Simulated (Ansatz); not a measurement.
The coordinates of a crystal:

```
Fe
1.0
     2.51600    0.00000    0.00000
    -1.25800    2.17892    0.00000
     0.00000    0.00000    4.37734
Fe
2
Direct
  0.33333 0.66667 0.25000
  0.66667 0.33333 0.75000
```

**Interpret the file: composition, symmetry and coordination.**

The element is iron. Space group P6_3/mmc (No. 194), lattice primitive hexagonal. Type of structure: hexagonal close-packed (Mg type). The cell holds two atoms. The Fe atoms are each bonded to twelve Fe in an anticuboctahedral arrangement at 2.52 to 2.63 Å. The bonds build a three-dimensional framework.

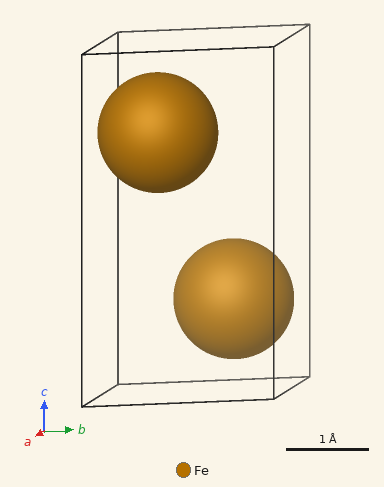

The crystal in a spheres-only representation, seen slightly off an axis. The conventional unit cell is drawn as a box.

The model was built from a structure listed in the Materials Project, with elements exchanged, so it need not be a known form of the compound. The geometry comes from a coarse first relaxation with DFT PBE, scalar-relativistic, plane waves, PAW (Ansatz 0.2.0).
